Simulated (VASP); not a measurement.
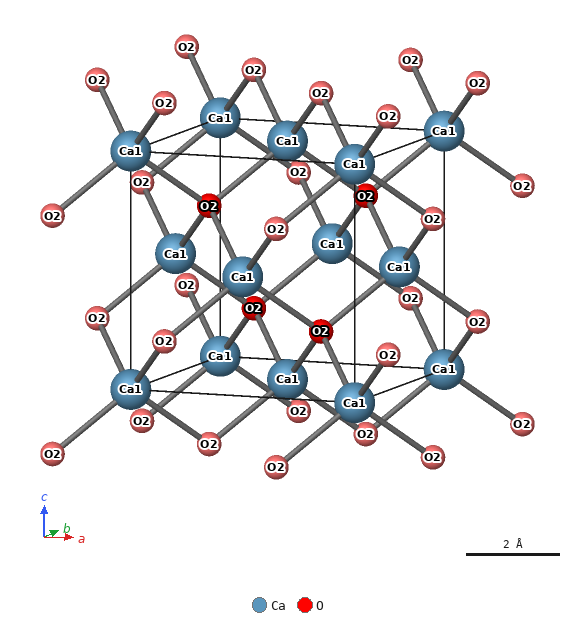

**Figure 1.** The input geometry of the first run (ball-and-stick view of the cell 4 times as large as that of the calculation, set on its symmetry axes, seen slightly off an axis; neighbours outside the cell are drawn fainter; atoms are numbered from 1 in the order of the input). Near neighbours in the crystal (not all of them lie inside the picture): Ca has 4 O at 2.26 Å; O has 4 Ca at 2.26 Å.

# CaO: a failed or faulty run and its cure

System: CaO (F-43m, 2 atoms in the cell).
Method of the first run: DFT, plane waves, PAW, settings varied from a PBEsol run (VASP 6.6.1).

The structure was built on a prototype by a generator. The run did not end well. The geometry comes from this level: r2SCAN. 

INCAR, the first run:
```
ENCUT = 520.000000
SIGMA = 0.010000
EDIFF = 1.00e-07
GGA = PS
PREC = Accurate
IBRION = -1
ISIF = 2
ISMEAR = 0
NBANDS = 15
NSW = 0
LASPH = .TRUE.
LCHARG = .FALSE.
LWAVE = .FALSE.
LREAL = .FALSE.
NELMDL = -12
ALGO = Damped
TIME = 0.5
AMIX = 0.2
BMIX = 0.0001
NELM = 67
```

KPOINTS, the first run:
```
KPOINTS created by Atomic Simulation Environment
0
Gamma
8 8 8
0 0 0
```

POSCAR, the first run:
```
Ca O
 1.0000000000000000
    -0.0000000000000000    2.6067317364962017    2.6067317364962017
     2.6067317364962017    0.0000000000000000    2.6067317364962017
     2.6067317364962017    2.6067317364962017    0.0000000000000000
 Ca  O
   1   1
Cartesian
  0.0000000000000000 -0.0000000000000000 -0.0000000000000000
  1.3033658682481006  1.3033658682481006  1.3033658682481006
```

Launched with:
```bash
mpirun -np 1 vasp_std
```

Hardware: 1 CPU thread, shared host.

OSZICAR and lines of OUTCAR (the first run):
```
N       E                     dE             d eps       ncg     rms           ort
DAV:   1     0.175244480658E+03    0.17524E+03   -0.84710E+03   435   0.111E+03
DAV:   2     0.801691845703E+01   -0.16723E+03   -0.15244E+03   435   0.315E+02
DAV:   3    -0.136353024016E+02   -0.21652E+02   -0.20890E+02   435   0.116E+02
DAV:   4    -0.151530495349E+02   -0.15177E+01   -0.14868E+01   435   0.336E+01
DAV:   5    -0.153362932084E+02   -0.18324E+00   -0.18100E+00   435   0.935E+00
DAV:   6    -0.153546297788E+02   -0.18337E-01   -0.18185E-01   435   0.303E+00
DAV:   7    -0.153571780849E+02   -0.25483E-02   -0.25307E-02   435   0.900E-01
[...]
DMP:  59    -0.129605383651E+02   -0.18152E-06   -0.17439E-06   435   0.231E-06   0.355E-06
DMP:  60    -0.129605385402E+02   -0.17506E-06   -0.16795E-06   435   0.222E-06   0.342E-06
DMP:  61    -0.129605387088E+02   -0.16863E-06   -0.16172E-06   435   0.214E-06   0.329E-06
DMP:  62    -0.129605388713E+02   -0.16243E-06   -0.15555E-06   435   0.205E-06   0.317E-06
DMP:  63    -0.129605390275E+02   -0.15629E-06   -0.14960E-06   435   0.197E-06   0.305E-06
DMP:  64    -0.129605391779E+02   -0.15033E-06   -0.14384E-06   435   0.190E-06   0.294E-06
DMP:  65    -0.129605393225E+02   -0.14462E-06   -0.13832E-06   435   0.183E-06   0.282E-06
DMP:  66    -0.129605394616E+02   -0.13909E-06   -0.13299E-06   435   0.176E-06   0.271E-06
DMP:  67    -0.129605395954E+02   -0.13377E-06   -0.12792E-06   435   0.169E-06   0.261E-06
   1 F= -.12960540E+02 E0= -.12960540E+02  d E =-.675859-138
[... from OUTCAR:]
   NELECT =      16.0000    total number of electrons
 E-fermi :   0.5070
  free  energy   TOTEN  =       -12.9605395954 eV
  energy  without entropy=      -12.9605395954  energy(sigma->0) =      -12.96053960
es evaluated       |
|     might not be reliable so examine the results carefully. If you find     |
|     spurious results, we suggest increasing NELM, if you were close to      |
|     convergence or switching to a different ALGO or adjusting the           |
|     density mixing parameters otherwise.                                    |
|                                                                             |
 -----------------------------------------------------------------------------
```

Diagnose this run and give a change of the input that cures it.

Answer. Settings chosen away from the usual ones: NELMDL = -12; ALGO = Damped; TIME = 0.5; AMIX = 0.2; BMIX = 0.0001; NELM = 67. The run did not converge. Its last values are not results.

A run of the same system that converges differs from this input as follows (lines with − go, lines with + come):
```diff
+NELM = 120
-NELMDL = -12
-ALGO = Damped
-TIME = 0.5
-AMIX = 0.2
-BMIX = 0.0001
-NELM = 67
```

OSZICAR and lines of OUTCAR (the second run):
```
N       E                     dE             d eps       ncg     rms          rms(c)
DAV:   1     0.127458728436E+03    0.12746E+03   -0.82397E+03   870   0.106E+03
DAV:   2    -0.938062866290E+01   -0.13684E+03   -0.12569E+03  1080   0.280E+02
DAV:   3    -0.151577570637E+02   -0.57771E+01   -0.57347E+01  1045   0.614E+01
DAV:   4    -0.153565370575E+02   -0.19878E+00   -0.19870E+00  1270   0.968E+00
DAV:   5    -0.153574794658E+02   -0.94241E-03   -0.94236E-03  1038   0.836E-01    0.922E+00
DAV:   6    -0.131092616670E+02    0.22482E+01   -0.75297E+00   947   0.240E+01    0.418E+00
DAV:   7    -0.129889177751E+02    0.12034E+00   -0.76523E-01   984   0.813E+00    0.198E+00
[...]
   1 F= -.12960543E+02 E0= -.12960543E+02  d E =-.735330-132
       N       E                     dE             ncg
DAV:   1     0.610176841319E+03   -0.34571E+04      180
DAV:   2    -0.154578529168E+03   -0.76476E+03      236
DAV:   3    -0.183937575594E+03   -0.29359E+02      194
DAV:   4    -0.185163900994E+03   -0.12263E+01      306
DAV:   5    -0.185169555564E+03   -0.56546E-02      187
DAV:   6    -0.185169648301E+03   -0.92737E-04      283
DAV:   7    -0.185169649151E+03   -0.85023E-06      209
DAV:   8    -0.185169649173E+03   -0.21641E-07      190
[... from OUTCAR:]
   NELECT =      16.0000    total number of electrons
 E-fermi :   0.5028
  free  energy   TOTEN  =       -12.9605430970 eV
  energy  without entropy=      -12.9605430970  energy(sigma->0) =      -12.96054310
```

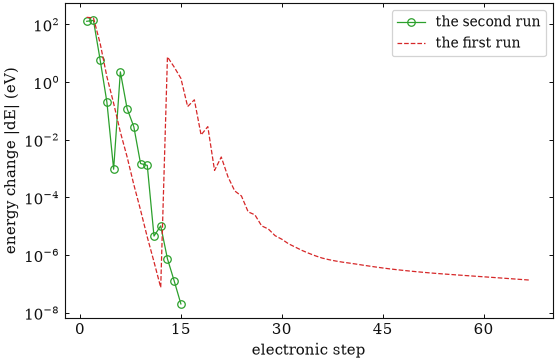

**Figure 2.** Convergence of the two runs: energy change |dE| against the electronic step. The second run takes 15 steps in all, and the first run stops after 67.

The two runs side by side:

| quantity | the first run | the second run |
| --- | --- | --- |
| outcome | not converged | converged |
| free energy per atom (eV) | – | −6.4803 |
| gap on the mesh (eV) | – | 3.20 |
| pressure (GPa) | – | −1.08 |
| volume per atom (Å³) | – | 17.71 |
| largest force (eV/Å) | – | 0.000 |
| SCF iterations | – | 15 |
| irreducible k-points | – | 29 |
